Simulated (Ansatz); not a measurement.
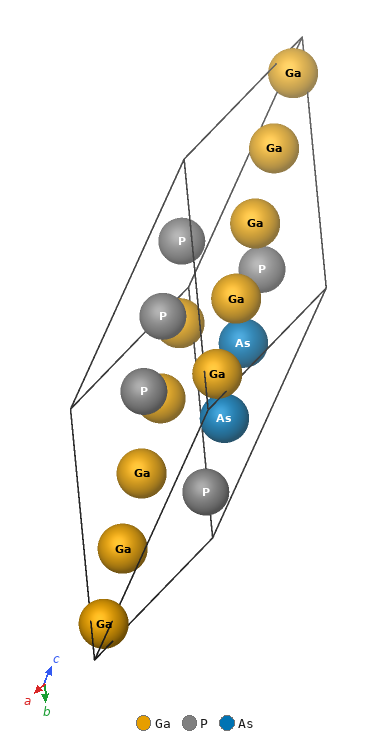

The structure above is drawn in spheres-only style and viewed slightly off an axis. One simulation cell is outlined, and atoms on its boundary appear in each equivalent place.

This input was run:
```yaml
crystal:
  lattice:
    - [-1.9787545121, 1.9787545121, 14.0162538275]
    - [1.9787545121, -1.9787545121, 14.0162538275]
    - [1.9787545121, 1.9787545121, -14.0162538275]
  atoms:
    - { symbol: Ga, position: [0.9029936467, 0.9029936467, 0.0] }
    - { symbol: Ga, position: [0.5, 0.5, 0.0] }
    - { symbol: Ga, position: [0.0970063533, 0.0970063533, 0.0] }
    - { symbol: Ga, position: [0.70143514, 0.70143514, 0.0] }
    - { symbol: Ga, position: [0.29856486, 0.29856486, 0.0] }
    - { symbol: P, position: [0.5485215124, 0.0485215124, 0.5] }
    - { symbol: P, position: [0.75, 0.25, 0.5] }
    - { symbol: P, position: [0.9514784876, 0.4514784876, 0.5] }
    - { symbol: As, position: [0.1492247888, 0.6492247888, 0.5] }
    - { symbol: As, position: [0.3507752112, 0.8507752112, 0.5] }
basis:
  ecutwfc: 420
kpoints:
  mp_grid: { grid: [10, 10, 10] }
  band_path:
    path:
      - [[0.0, 0.0, 0.0], [0.0, 0.0, 0.5], [0.25, 0.25, 0.25], [0.0, 0.5, 0.0], [0.0, 0.0, 0.0], [0.5, 0.5, -0.5], [0.25498264, 0.74501736, -0.25498264]]
      - [[-0.25498264, 0.25498264, 0.25498264], [0.0, 0.0, 0.0]]
      - [[0.0, 0.0, 0.5], [-0.00996529, 0.00996529, 0.5]]
      - [[0.5, 0.5, -0.00996529], [0.5, 0.5, -0.5]]
    npoints: 14
hamiltonian:
  xc: lda
scf:
  occupations: { method: gaussian, width: 0.02 }
  n_extra_bands: 25
output:
  forces: true
  stress: true
  eigenvalues: true
  populations: true
  dos: { projected: true, de: 0.02, nscf_kmesh: { grid: [15, 15, 15] } }
  bader: true
```
Run as:
```sh
ansatz run input.yaml --threads 4 --pin off --max-ram 8192MiB --backend cpu --events-out ev --progress --plain --runs-dir out
```

All computed values are from DFT LDA, scalar-relativistic, plane waves, PAW (Ansatz 0.2.0). Settings: plane waves up to 420 eV, a 10×10×10 mesh of k-points, Gaussian smearing of 0.02 eV, no spin polarisation.

### List the Bader charges.

Ga +0.67 to +0.74 e; As -0.62 e; P -0.73 e.

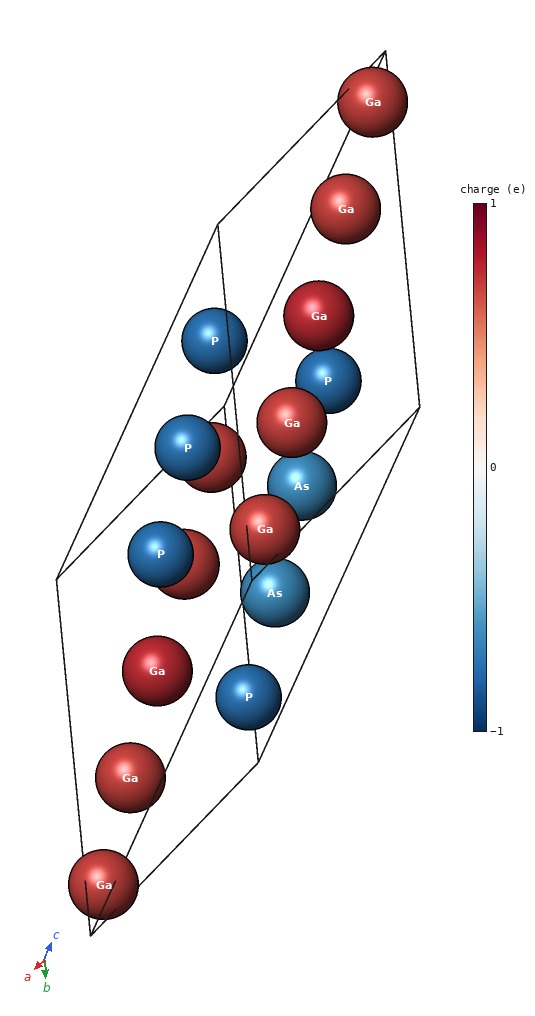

The atoms coloured by those charges.

Starting structure: a structure type filled with these elements by a generator (whether the compound takes this form wasn't checked). Earlier steps of the study, as a rule a relaxation of our own, may have changed the cell and positions, so they can lie some per cent off the listed ones. A calculation with Ansatz used it as input.

At this level of theory the run's own cell isn't at rest (stretched, at -5 GPa), so its distances can differ from those at equilibrium, the more so the softer the solid.
